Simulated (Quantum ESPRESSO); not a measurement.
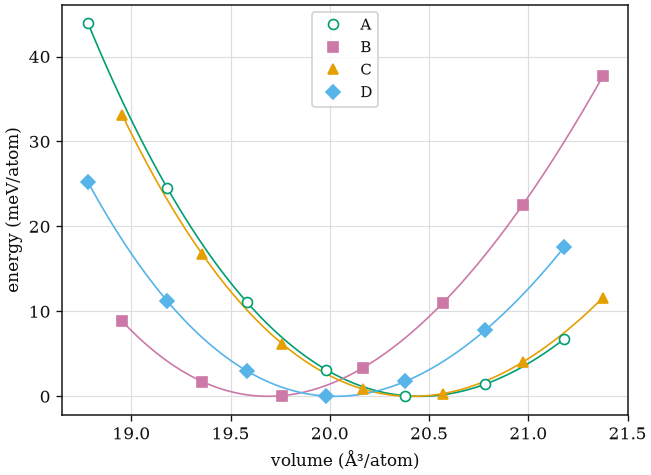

Plotted: energy against volume, with one curve for each functional, for Si (space group Fd-3m). The labels are replaced by letters. In alphabetical order the cases are: LDA; PBE; PBEsol; rev-vdW-DF2.

Calculation (Quantum ESPRESSO 7.5): plane-wave DFT, no spin polarisation; energies at scaled volumes of the given cell, shape and fractions fixed, counted from the fit's minimum, third-order Birch-Murnaghan fit. All runs: no spin polarisation.

Question: Which letter stands for which functional?

Answer: A: PBE; B: LDA; C: rev-vdW-DF2; D: PBEsol.

Keep in mind: potentials made for another functional (rev-vdW-DF2).
